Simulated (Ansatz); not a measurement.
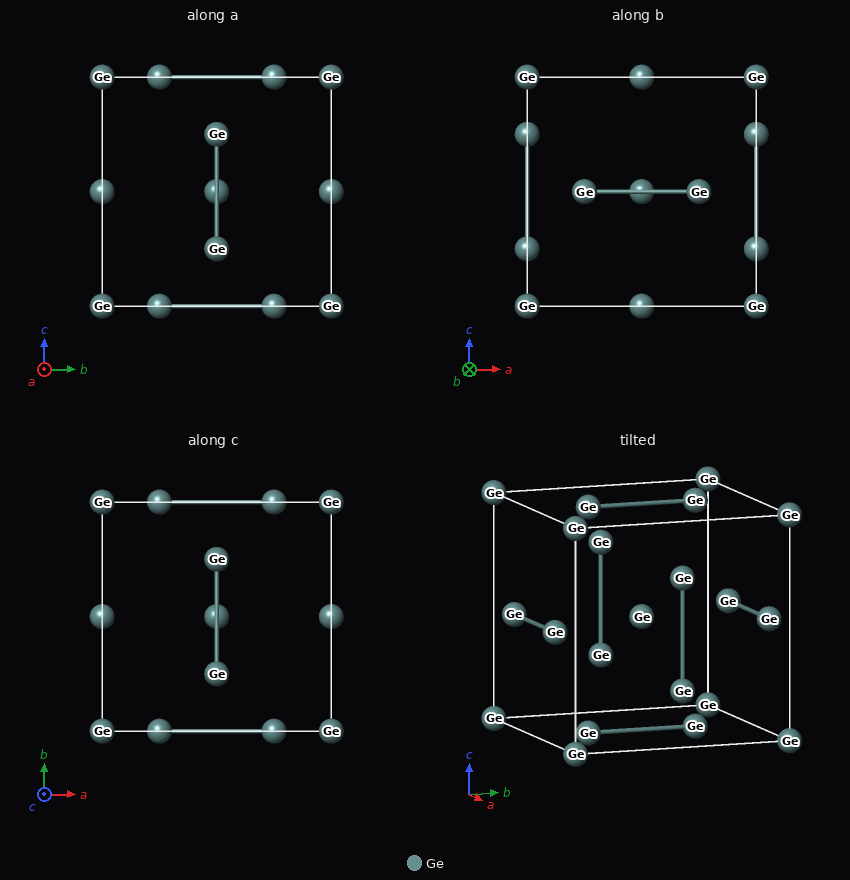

Structure drawing (ball-and-stick), viewed along the a axis, along the b axis, along the c axis and slightly off an axis. The parallelepiped is the conventional unit cell.

Lattice parameters: a = 5.467 Å, b = 5.467 Å, c = 5.467 Å, α = 90.00°, β = 90.00°, γ = 90.00°.

Write the structure as a table of Wyckoff sites.

Space group Pm-3n (No. 223).
```
atom  site       x       y       z
  Ge    2a  0.0000  0.0000  0.0000
  Ge    6c  0.2500  0.0000  0.5000
```

It goes back to a structure type filled with this element by a generator (whether the element takes this form wasn't checked). Earlier steps of the study may have refined or changed the cell and positions. A calculation with Ansatz used it as input.
